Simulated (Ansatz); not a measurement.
# Single-point calculation of ZrO

ZrO (P4/nmm, 4 atoms in the cell), computed with DFT PBEsol, scalar-relativistic, plane waves, PAW, no spin polarisation (Ansatz 0.2.0).

The structure was made by swapping elements on the sites of another compound; it need not be a known phase. It belongs to a series of runs on one base structure; here: Sn -> Zr on all its sites, cell and atoms relaxed. Figures and captions count atoms from 1; the log counts them from 0 in places.

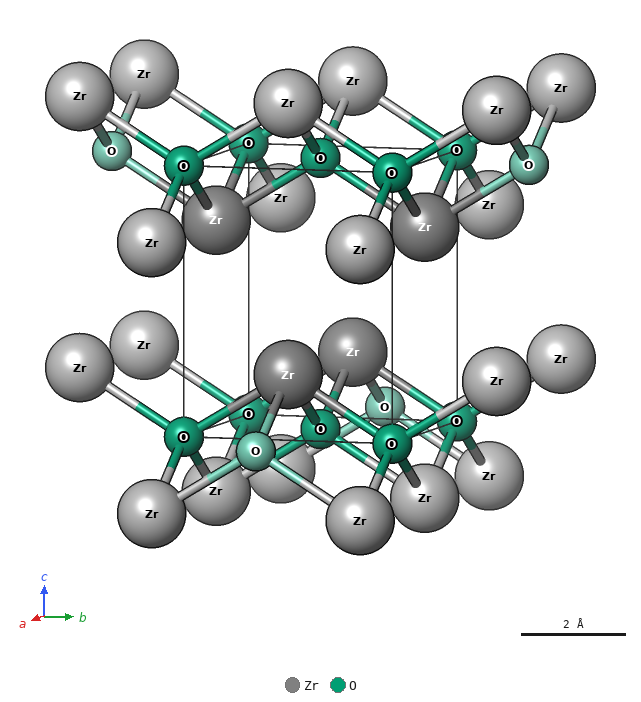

The structure (ball-and-stick view of the cell of the calculation, seen slightly off an axis; neighbours outside the cell are drawn fainter). Near neighbours in the crystal (not all of them lie inside the picture): Zr has 4 O at 2.47 Å; O has 4 Zr at 2.47 Å.

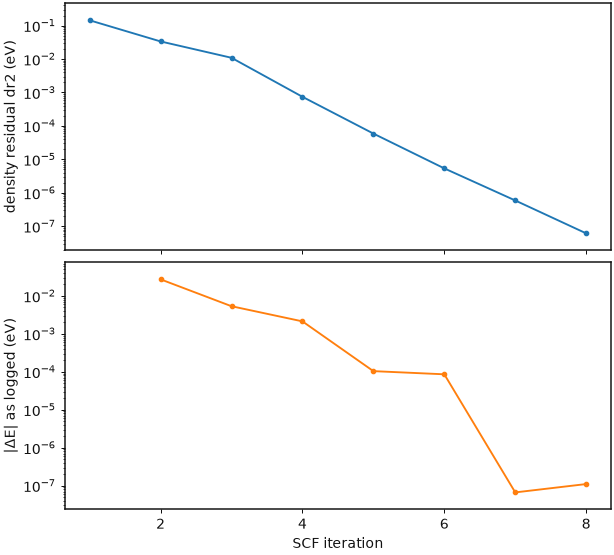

Convergence of the self-consistent field: density residual dr2 and size of the energy change against the SCF iteration. The residual falls at every step.

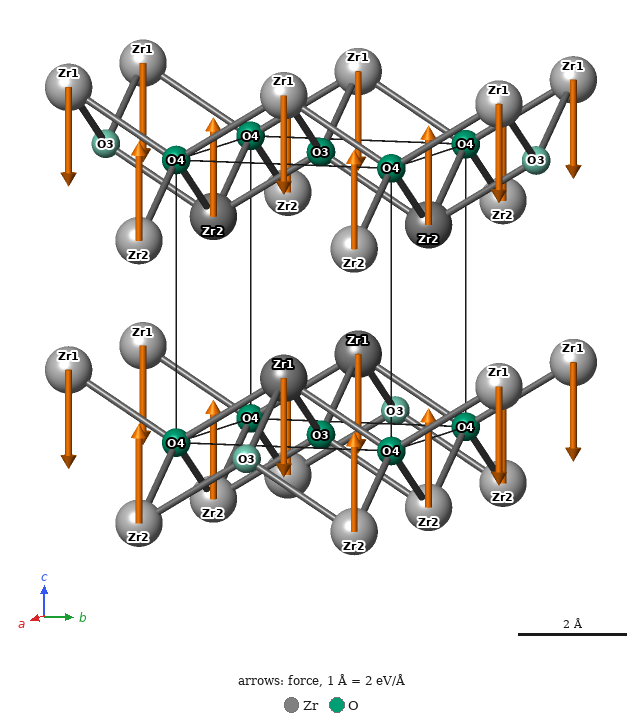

Forces on the atoms as orange arrows (ball-and-stick view of the cell of the calculation, seen slightly off an axis; neighbours outside the cell are drawn fainter; atoms are numbered from 1 in the order of the input). The largest act on Zr1, Zr2 (3.72 eV/Å). The geometry is not a stationary point of this energy.

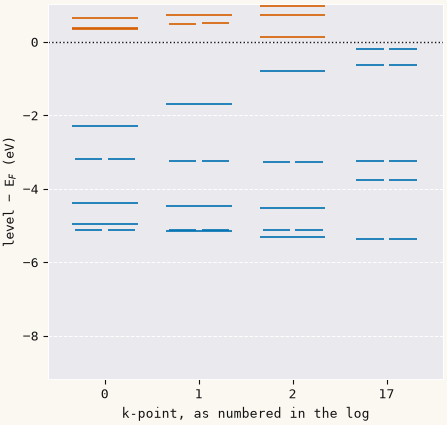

Kohn–Sham levels near the Fermi level (dotted) at the few k-points that the log prints; levels within 0.02 eV of each other stand side by side. The system is metallic on the full mesh.

The input that produced these results follows, with the program's output.

**Input file**
```yaml
crystal:
  lattice:
    - [4.229319173, 0.0, 0.0]
    - [0.0, 4.229319173, 0.0]
    - [0.0, 0.0, 5.283108072]
  atoms:
    - { symbol: Zr, position: [0.0, 0.5, 0.2423994222] }
    - { symbol: Zr, position: [0.5, 0.0, 0.7576005778] }
    - { symbol: O, position: [0.5, 0.5, 0.0] }
    - { symbol: O, position: [0.0, 0.0, 0.0] }
basis:
  ecutwfc: 420
kpoints:
  mp_grid: { grid: [4, 4, 4] }
hamiltonian:
  xc: pbesol
scf:
  occupations: { method: gaussian, width: 0.1 }
output:
  forces: true
  stress: true
  eigenvalues: true
```

Launched with:
```bash
ansatz run input.yaml --threads 1 --pin off --max-ram 2560MiB --backend cpu --events-out ev --progress --plain --runs-dir out
```

**What the program printed**
```
Engine: ansatz 0.2.0, x86_64-unknown-linux-gnu
Pseudopotentials: kind: paw
Pseudopotential: Zr, paw, valence charge 12, recommended cutoff 420 eV (normal), Zr.paw.azcp
Pseudopotential: O, paw, valence charge 6, recommended cutoff 420 eV (normal), O.paw.azcp
Functional definition: PBEsol
  exchange = pbesol_x
  correlation = pbesol_c
Crystal: 4 atoms, lattice volume = 94.500 Å³
Basis set: ecut = 420 eV, 1805 PW (Γ), exchange–correlation on 60×60×72 points (8 copies of the dense FFT grid, shifted against one another)
Bands: 22, of which v1, the nominal top of the filled ones, is band 18 counted from 1 (17 counted from 0)
Symmetry: 16 space group operations
Space group: P4/nmm (ITA 129), of the structure as read, at distance tolerance 4.6e-5 Å
k-points: 18 of 64
Non-local potential: Zr, projectors of the file, l = 0: 3, l = 1: 2, l = 2: 2, l = 3: 2
Non-local potential: O, projectors of the file, l = 0: 2, l = 1: 2, l = 2: 1
PAW form: soft (Blöchl's): semilocal exchange-correlation on the pseudo side does not see the compensation charge
PAW frozen core: Zr, regenerated for the run's functional, and the local potential with it (the file was generated under x = pbe(κ = 0.804, μ = 0.2195149727645171), c = pbe(β = 0.06672455060314922))
PAW frozen core: O, regenerated for the run's functional, and the local potential with it (the file was generated under x = pbe(κ = 0.804, μ = 0.2195149727645171), c = pbe(β = 0.06672455060314922))
PAW one-centre angular grid: Zr, 590 points (default); XC on 64 Gauss nodes
PAW one-centre angular grid: O, 110 points (default); XC on 64 Gauss nodes
Initial density: superposition of atomic densities (neutral atoms: chi_scale 0, normalization atom), corrected by the library's trained network
Initial wavefunctions: pseudopotential atomic-orbital guess
Functional: x = pbesol(κ = 0.804, μ = 0.12345679012345678), c = pbesol(β = 0.046)
SCF iter   1: F=—  HF=-9378.929157 eV  |F-HF|=—  |Δ(HF+E_count)|=         —  Δρ=1.23e-2  dr2=1.44e-1  ethr=1.77e-3  ⟨swp⟩=4.1  Hψ=1492  notcnv=0
preconditioner: auto → Kerker (q_TF=auto, 2.323 Å⁻¹)  [metal: Δε(μ)=0.066 eV  Ē_g=4.121 eV  σ=0.100 eV  W_gap=0.34  n_scr=18 (ndim 8)  ℏωp=15.3 eV  f_vac=0.001  D(μ)=3.35/eV (n_scr^D=28)]
SCF iter   2: F=—  HF=-9378.901900 eV  |F-HF|=—  |Δ(HF+E_count)|=   2.73e-2  Δρ=5.05e-3  dr2=3.36e-2  ethr=3.99e-4  ⟨swp⟩=2.0  Hψ=698  notcnv=0
SCF iter   3: F=—  HF=-9378.896556 eV  |F-HF|=—  |Δ(HF+E_count)|=   5.34e-3  Δρ=2.75e-3  dr2=1.09e-2  ethr=9.34e-5  ⟨swp⟩=2.0  Hψ=532  notcnv=0
SCF iter   4: F=—  HF=-9378.894426 eV  |F-HF|=—  |Δ(HF+E_count)|=   2.13e-3  Δρ=7.04e-4  dr2=7.43e-4  ethr=3.02e-5  ⟨swp⟩=2.7  Hψ=671  notcnv=0
SCF iter   5: F=—  HF=-9378.894529 eV  |F-HF|=—  |Δ(HF+E_count)|=   1.04e-4  Δρ=1.93e-4  dr2=5.91e-5  ethr=2.07e-6  ⟨swp⟩=1.9  Hψ=456  notcnv=0
SCF iter   6: F=—  HF=-9378.894443 eV  |F-HF|=—  |Δ(HF+E_count)|=   8.58e-5  Δρ=5.57e-5  dr2=5.38e-6  ethr=1.64e-7  ⟨swp⟩=2.7  Hψ=638  notcnv=0
SCF iter   7: F=—  HF=-9378.894443 eV  |F-HF|=—  |Δ(HF+E_count)|=   6.63e-8  Δρ=1.44e-5  dr2=5.91e-7  ethr=1.49e-8  ⟨swp⟩=2.7  Hψ=610  notcnv=0
SCF iter   8: F=-9378.894443 eV  HF=-9378.894443 eV  |F-HF|=3.65e-8  |Δ(HF+E_count)|=   1.10e-7  Δρ=5.57e-6  dr2=6.14e-8  ethr=2.78e-10  ⟨swp⟩=4.4  Hψ=1306  notcnv=0
SCF 1 converged in 8 iterations: F = -9378.894443 eV  dr2 = 6.14e-8
  greatest PAW one-centre occupation: 0.996 electrons in one spin orbital (limit 2), on the Zr atom at site 1 (counted from 0), in its partial waves of l = 0
SCF converged after 8 iterations
Free energy (F): -9378.894443 eV
Harris-Foulkes:  -9378.894443 eV  (|F-HF|=3.65e-8)
Internal energy: -9378.877893 eV  (E = F + TS)
E sigma→0 (E₀):  -9378.886168 eV
Entropy (-TS):   -0.016550 eV (-4.138 meV/atom)
Fermi energy:    7.220555 eV
--- Per-component energies (eV) ---
  E_band       = -414.977187
  E_kinetic    = 980.712860
  E_local      = -2677.955301  (includes V_loc(G=0)·N_el)
  E_nonlocal   = 255.886991
  E_hartree    = 903.790766
  E_xc         = -454.608317
  E_vxc        = -551.623140  (∫ρ·V_xc dr)
  E_paw        = -6100.807096  (= ΣΔE_a)
  E_vpaw       = -229.580564  (= ΣTr[D̂ρ^β])
  E_aug_tail   = 0.004754  (compensation charges beyond the density's cutoff)
  E_ewald      = -2286.304566
  E_core_change = 0.402017  (= ΣΔE_core)
  E_smearing   = -0.016550  (= −TS)
  E_closure    = -0.000000  (closes the sum)
  Σ components = -9378.894443   (vs F -9378.894443, Δ=0.00e0)
--- Forces (eV/Å), atoms counted from 1 ---
  atom   1  Zr     0.00000000     0.00000000    -3.71692396
  atom   2  Zr     0.00000000     0.00000000     3.71692396
  atom   3  O      0.00000000     0.00000000    -0.00000000
  atom   4  O      0.00000000     0.00000000     0.00000000
  max |Σ_I F_I| component: 4.44e-16 eV/Å
--- Stress (GPa, compression-positive) ---
      -33.442478       0.000000       0.000000
        0.000000     -33.442478       0.000000
        0.000000       0.000000     -23.001110
  P = ⅓ Tr σ = -29.9620 GPa (-299.620 kbar)
--- Band table (eV; the first three rows and the last of 18) ---
  k-point 0: bands = ["-43.6528", "-43.6430", "-21.5798", "-21.5798", "-21.5346", "-21.5346", "-21.5073", "-21.4012", "-11.0859", "-10.6045", "2.1041", "2.1041", "2.2552", "2.8489", "4.0311", "4.0311", "4.9401", "7.5789", "7.6119", "7.8774", "8.3215", "8.5389"]
  k-point 1: bands = ["-43.6515", "-43.6443", "-21.5739", "-21.5739", "-21.5405", "-21.5405", "-21.4962", "-21.4140", "-11.0796", "-10.6035", "2.0675", "2.1014", "2.1014", "2.7691", "3.9939", "3.9939", "5.5393", "7.7191", "7.7339", "7.9461", "8.4609", "8.4957"]
  k-point 2: bands = ["-43.6495", "-43.6463", "-21.5642", "-21.5642", "-21.5502", "-21.5502", "-21.4796", "-21.4323", "-11.0733", "-10.6025", "1.9133", "2.0985", "2.0985", "2.6937", "3.9576", "3.9576", "6.4350", "7.3522", "7.9656", "8.1941", "8.4681", "8.4681"]
  k-point 17: bands = ["-43.6457", "-43.6457", "-21.6241", "-21.6241", "-21.5720", "-21.5720", "-21.4399", "-21.4399", "-10.7225", "-10.7225", "1.8500", "1.8500", "3.4582", "3.4582", "3.9720", "3.9720", "6.6068", "6.6068", "7.0433", "7.0433", "8.3028", "8.3028"]
```

**Key numbers**

```tsv
quantity	value
outcome	converged
space group (tolerance 0.01 Å)	P4/nmm (129)
electrons treated	36
free energy	−9378.8944 eV
Fermi energy	7.221 eV
gap on the k-point mesh	none (metallic)
pressure	−29.96 GPa
largest force (length of the vector)	3.717 eV/Å
hardware	1 thread of Intel Xeon @ 2.50GHz (Skylake/Cascade Lake), 192 GiB of memory available, shared host
wall time	3.4 s
peak memory	0.4 GiB
```

**Remarks**

The cell is under a tension of 30 GPa at this level, so it is not at its equilibrium volume.
